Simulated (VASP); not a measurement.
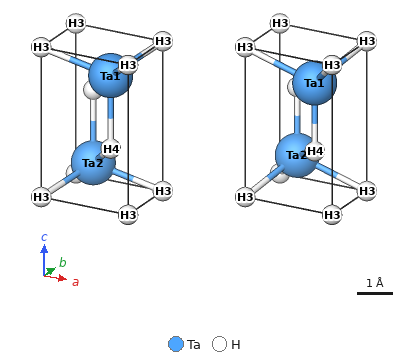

Two geometries of a crystal of Ta₂H₃ (a generated structure, set up in P-3m1), drawn at one scale. One is the start of a relaxation, the other its converged end. A ball-and-stick model of the cell of the calculation, seen slightly off an axis.

Computed with Kohn-Sham DFT of a periodic cell, RPBE, VASP PAW PBE potentials, recommended (VASP 6.6.1). (plane-wave cutoff 520 eV; k-point mesh 8 × 8 × 6; occupations gaussian; smearing width 0.05 eV; no spin polarisation)

Q: Which one is relaxed?

A: The right one is the relaxed one. The run lets the atoms move in a fixed cell. The largest moves, 0.22 Å, are those of Ta atoms. Largest moves by element: Ta 0.22 Å, H 0.08 Å. The cell stays as it was. Among the contacts that change: Ta–Ta 3.700 → 3.344 Å, Ta–Ta 2.580 → 2.857 Å, H–Ta 2.301 → 2.444 Å, H–Ta 2.189 → 2.047 Å. Bond angles that change, for instance: Ta–H–Ta 111.5° → 104.1°, Ta–H–Ta 68.5° → 75.9°, Ta–H–Ta 107.3° → 114.3°. The space group stays P-3m1 (No. 164). Over 11 geometry steps the energy falls by 214 meV per atom. The largest force component goes from 5.3 to 0.0019 eV/Å.
